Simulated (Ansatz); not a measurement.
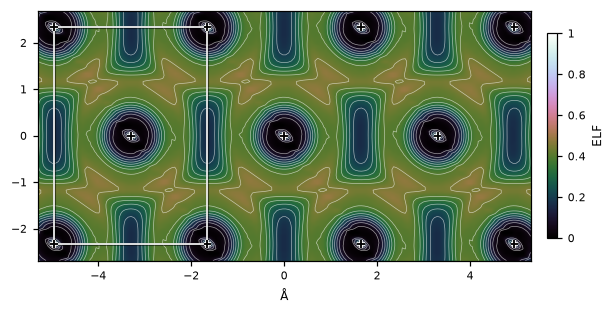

The ELF on a plane through atoms (crosses mark nuclei in the plane).

Computed with DFT, r2SCAN, plane waves (500 eV) with PAW, scalar-relativistic in Ansatz.

Candidates:
A. Co, a = 4.90 Å, b = 4.90 Å, c = 4.90 Å, α = 90.00°, β = 90.00°, γ = 90.00°. Space group Fd-3m; set up as Co, diamond; a generated structure, not necessarily the stable one; changed on purpose from its base cell (volume × 0.92); computed pressure about 11 GPa in this cell; spin-polarised.
B. Ge, a = 3.30 Å, b = 3.30 Å, c = 3.30 Å, α = 90.00°, β = 90.00°, γ = 90.00°. Space group Im-3m; set up as Ge, bcc; a generated structure, not necessarily the stable one; changed on purpose from its base cell (volume × 0.96); computed pressure about 2 GPa in this cell.
C. Rb, a = 5.11 Å, b = 5.11 Å, c = 8.45 Å, α = 90.00°, β = 90.00°, γ = 120.00°. Space group P6₃/mmc; set up as Rb, hcp; a generated structure, not necessarily the stable one; changed on purpose from its base cell (volume × 1.0).

**Which system is this?**

Candidate B: Ge on the (011̄) plane of the conventional cell, which holds Ge. Ge–Ge (2.86 Å): the ELF is about 0.45 at the midpoint.
